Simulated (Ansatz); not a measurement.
Take the following structure.

Space group C2/m (No. 12). a = 6.560 Å, b = 3.792 Å, c = 9.139 Å, α = 90.00°, β = 103.89°, γ = 90.00°
```json
{"atom": "Hg", "site": "4i", "symmetry": "m", "x": "0.2775", "y": "0.5000", "z": "0.3363"}
{"atom": "Hg", "site": "2a", "symmetry": "2/m", "x": "0.0000", "y": "0.0000", "z": "0.0000"}
```

> What does this file describe?

The element is mercury. Strictly the space group is C2/m (No. 12, within 0.01 Å). It is a distorted form of a rhombohedral (trigonal R) structure, space group R-3m (No. 166) within 0.25 Å: α-samarium (9R) type. The cell holds nine atoms. Each Hg atom is coordinated by twelve Hg at 3.63 to 3.79 Å. The bonds build a three-dimensional framework.

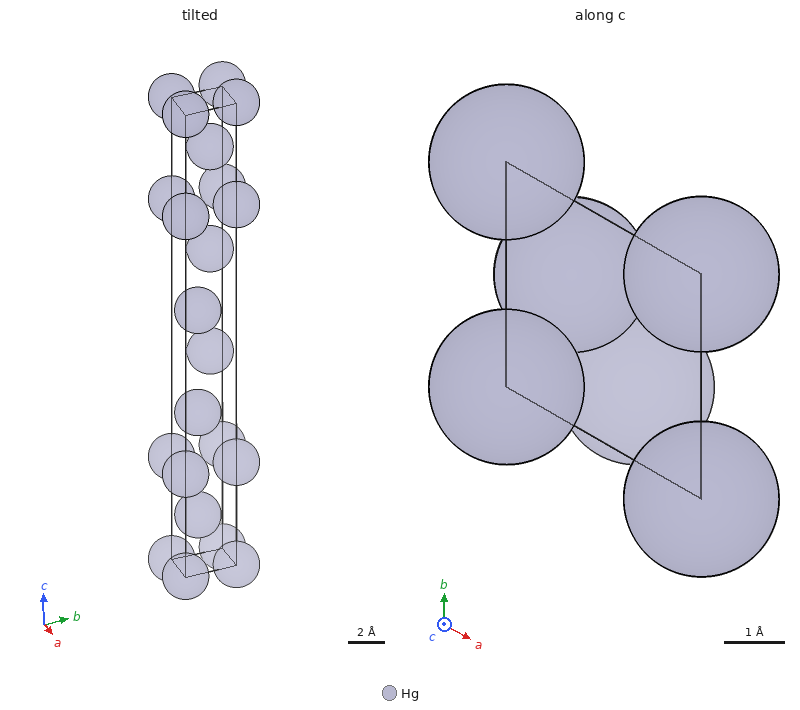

Space-filling drawing of the structure, looking slightly off an axis and along the c axis. The lines enclose the drawn cell (a repeat of the simulation cell); boundary atoms appear with their images. Colours: mercury light grey.

The cell started as a structure listed in the Materials Project. Earlier steps of the study may have refined or changed the cell and positions. Ansatz was used for an electronic-structure calculation on it.
